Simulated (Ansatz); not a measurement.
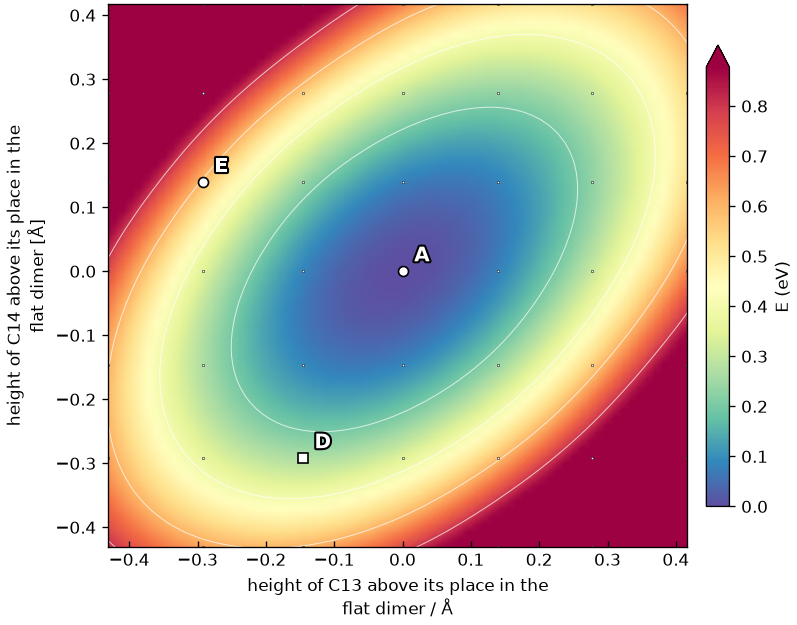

A SiC(100) slab cut from the F-43m phase, its lower face capped with 4 H atoms (18 atoms in the cell). Two atoms of the surface dimers are held at set heights. Coordinates scanned: (1) height of C13 above its place in the flat dimer; (2) height of C14 above its place in the flat dimer. Relaxed at each point: all atoms of the upper layers, but for the two heights. The grid has 7 × 7 points; 28 points were computed and 21 follow by symmetry. Points are written as (first, second). Energies: eV, counted from the lowest grid point. All numbers below come from DFT LDA, scalar-relativistic, plane waves, PAW in Ansatz 0.2.0. Settings: cutoff 420 eV, k-mesh 4×8×1, gaussian smearing 0.05 eV, no spin polarisation.

The picture shows a smooth colour map with a few white contour lines, dots at the grid points, one colour for all values above the top of the scale, lettered points. Between grid points the surface is interpolated.

### Is A the lowest point of the computed grid?

Yes. A, at (0.000 Å, 0.000 Å), has the lowest energy of the grid.

### Rank the lettered points by energy, lowest first.

A (0.00 eV), D (0.27 eV), E (0.59 eV).
